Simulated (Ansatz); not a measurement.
# Run report: NbN, single-point calculation (part 1 of 3)

NbN (Fm-3m, 2 atoms in the cell), computed with DFT PBE+U, scalar-relativistic, plane waves, PAW, Ueff = 3 eV on Nb atom 1 d, spin-polarised (Ansatz 0.2.0).

The structure derives from an entry of the Crystallography Open Database. It belongs to a series of runs on one base structure; here: natural orbitals of the symmetric run, filled by rank. Figures and captions count atoms from 1; the log counts them from 0 in places.

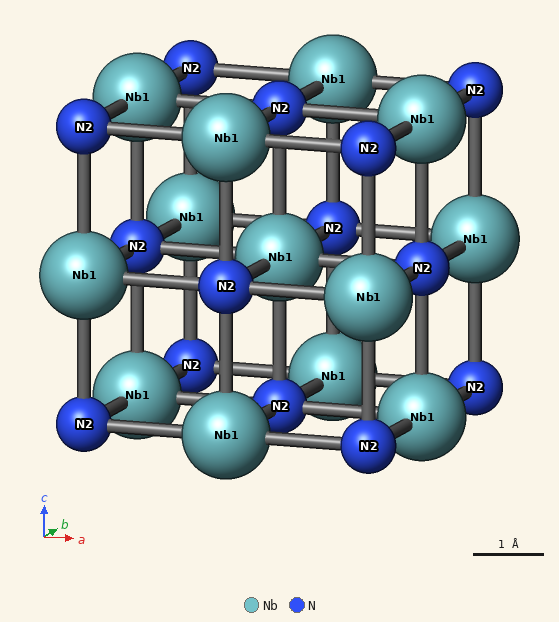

Fig. 1: The input geometry (ball-and-stick view of the cell 4 times as large as that of the calculation, set on its symmetry axes, seen slightly off an axis; atoms are numbered from 1 in the order of the input).

Key numbers

| quantity | value |
| --- | --- |
| outcome | converged |
| space group (tolerance 0.01 Å) | Fm-3m (225) |
| electrons treated | 18 |
| free energy | −4934.6979 eV |
| Fermi energy | 20.703 eV |
| gap on the k-point mesh | none (metallic) |
| net moment of the cell | 0.00 μB |
| integrated absolute moment | 0.02 μB |
| pressure | 9.03 GPa |
| largest force (length of the vector) | under 0.001 eV/Å |
| hardware | 2 threads of Arm Neoverse N1, 98 GiB of memory available, shared host |
| wall time | 11 s (CPU time 21 s) |
| peak memory | 0.29 GiB |

Remarks

The program warns: a screening estimate came out negative during mixing; the typed occupations were not kept; the occupation matrices lower the symmetry. The cell is under a pressure of 9.0 GPa at this level, so it is not at its equilibrium volume.

Input file
```yaml
crystal:
  lattice:
    - [0.0, 2.19450073, 2.19450073]
    - [2.19450073, 0.0, 2.19450073]
    - [2.19450073, 2.19450073, 0.0]
  atoms:
    - { symbol: Nb, position: [0.5, 0.5, 0.5], spin: 2.0 }
    - { symbol: "N", position: [0.0, 0.0, 0.0] }
basis:
  ecutwfc: 420
  ecutrho_ratio: 4
kpoints:
  mp_grid: { grid: [7, 7, 7] }
hamiltonian:
  xc: pbe
  hubbard:
    sites:
      - { site: 0, l: d, u_eff: 3.0, starting_ns: [{ spin: up, occupation_matrix: s0up }, { spin: down, occupation_matrix: s0down }] }
    occupation_matrices:
      s0up:
        matrix:
          - [0.02, 0.0, 0.0, 0.0, 0.0]
          - [0.0, 0.02, 0.0, 0.0, 0.0]
          - [0.0, 0.0, 0.97, 0.0, 0.0]
          - [0.0, 0.0, 0.0, 0.02, 0.0]
          - [0.0, 0.0, 0.0, 0.0, 0.97]
      s0down:
        matrix:
          - [0.02, 0.0, 0.0, 0.0, 0.0]
          - [0.0, 0.02, 0.0, 0.0, 0.0]
          - [0.0, 0.0, 0.02, 0.0, 0.0]
          - [0.0, 0.0, 0.0, 0.02, 0.0]
          - [0.0, 0.0, 0.0, 0.0, 0.02]
    ns_hold: { iters: 10 }
scf:
  occupations: { method: gaussian, width: 0.05 }
  lower_state_search: "off"
  max_iter: 150
output:
  forces: true
  stress: true
  eigenvalues: true
  populations: true
  hubbard: { sites: [{ site: 0, l: d }] }
  write_density: true
  write_potential: true
  elf: true
  volumetric_format: npy
magnetization:
  spin_polarized: true
```

Launch command:
```bash
ansatz run input.yaml --threads 2 --pin off --max-ram 3072MiB --backend cpu --events-out ev --progress --plain --runs-dir out
```

Log
```
Warning: crystal.symmetry: narrowed to the stabiliser of the occupation matrices — unitary ops 48 → 16; lowered by the specified shell (site 0, l: d); largest admitted image defect 4.4e-16, smallest excluded 9.5e-1 — at a splitting's scale: the group the occupation matrices' own texture admits
Nb: projections on atomic orbitals take those of the free atom [Ar 3d10] 4s2 4p6 4d4 5s1, of charge +0.00 (hamiltonian.pseudopotentials.projection_atoms); the dataset's partial waves leave at most 4.9e-6 of an orbital's norm unspanned inside its sphere
N: projections on atomic orbitals take those of the free atom [He] 2s2 2p3, of charge +0.00 (hamiltonian.pseudopotentials.projection_atoms); the dataset's partial waves leave at most 9.3e-9 of an orbital's norm unspanned inside its sphere
Engine: ansatz 0.2.0, aarch64-unknown-linux-gnu
Pseudopotentials: kind: paw
Pseudopotential: Nb, paw, valence charge 13, recommended cutoff 420 eV (normal), Nb.paw.azcp
Pseudopotential: N, paw, valence charge 5, recommended cutoff 420 eV (normal), N.paw.azcp
Functional definition: PBE
  parameter kappa = 0.804
  parameter beta = 0.06672455060314922
  exchange = pbe_x(kappa = kappa, mu = beta*pi^2/3)
  correlation = pbe_c(beta = beta)
Crystal: 2 atoms, lattice volume = 21.137 Å³
Basis set: ecut = 420 eV, 411 PW (Γ), exchange–correlation on 48×48×48 points (8 copies of the dense FFT grid, shifted against one another)
Bands: 14, of which v1, the nominal top of the filled ones, is band 9 counted from 1 (8 counted from 0)
Symmetry: 16 space group operations
k-points: 40 of 343
Non-local potential: Nb, projectors of the file, l = 0: 3, l = 1: 2, l = 2: 2, l = 3: 1
Non-local potential: N, projectors of the file, l = 0: 2, l = 1: 2, l = 2: 1
PAW form: soft (Blöchl's): semilocal exchange-correlation on the pseudo side does not see the compensation charge
PAW one-centre angular grid: Nb, 590 points (default); XC on 64 Gauss nodes
PAW one-centre angular grid: N, 110 points (default); XC on 64 Gauss nodes
Initial density: superposition of atomic densities (chi_scale 0.1, normalization cell, long waves kept (reshape's long-wave potential 0.00 eV rms))
Starting moments: Σ|m| = 2 μB on 1 of 2 sites
Initial wavefunctions: pseudopotential atomic-orbital guess
Functional: x = pbe(κ = 0.804, μ = 0.2195149727645171), c = pbe(β = 0.06672455060314922)
```
